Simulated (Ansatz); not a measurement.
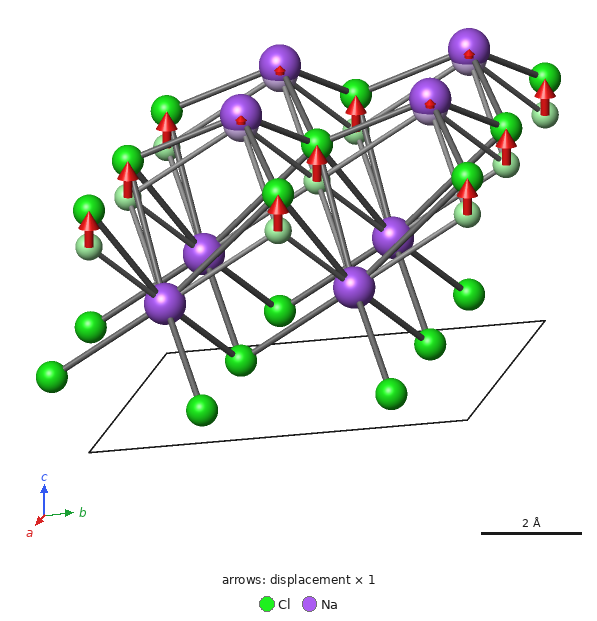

This is a constrained relaxation of a slab of composition NaCl (cut from the Fm-3m phase). The starting structure is drawn faded, the final one solid; red arrows show the displacements, at their true length.

A ball-and-stick model of the cell of the calculation, outlined in the plane, without the vacuum (origin shifted), seen slightly off an axis.

Case: clean slab, lower planes held. The slab is the (1 1 1) face of NaCl. 8 atoms are held fixed.

Level of theory: DFT PBE, scalar-relativistic, plane waves, PAW in Ansatz 0.2.0. Set-up: plane-wave cutoff 420 eV; k-point mesh 2 × 2 × 1; occupations gaussian; smearing width 0.05 eV; no spin polarisation; dipole correction; atoms relaxed in a fixed cell; force threshold 0.03 eV/Å; at most 70 steps.

Atoms of which element are displaced furthest, and by how much?

Chlorine: up to 0.76 Å, against 0.18 Å for sodium.

What did the optimiser do to the structure, and how much energy did it gain?

The largest moves, 0.76 Å, are those of Cl atoms. By element the largest moves are Cl 0.76 Å, Na 0.18 Å. The lattice vectors keep their values. Near-neighbour distances that change, for instance: Cl–Na 2.848 → 3.342 Å, Cl–Na 2.848 → 2.560 Å. Bond angles that change, for instance: Na–Cl–Na 90.0° → 103.7°, Cl–Na–Cl 90.0° → 103.7°. The energy falls by 1.276 eV per cell of the calculation in 5 geometry steps. Largest force component: 1.1 eV/Å at the start, 0.0024 eV/Å at the end. Cost: 22 s on 4 threads of Arm Neoverse V1 (shared host), peak memory 1.3 GiB.

Limits of the set-up: the k-point mesh is coarse for a cell with partly filled bands.
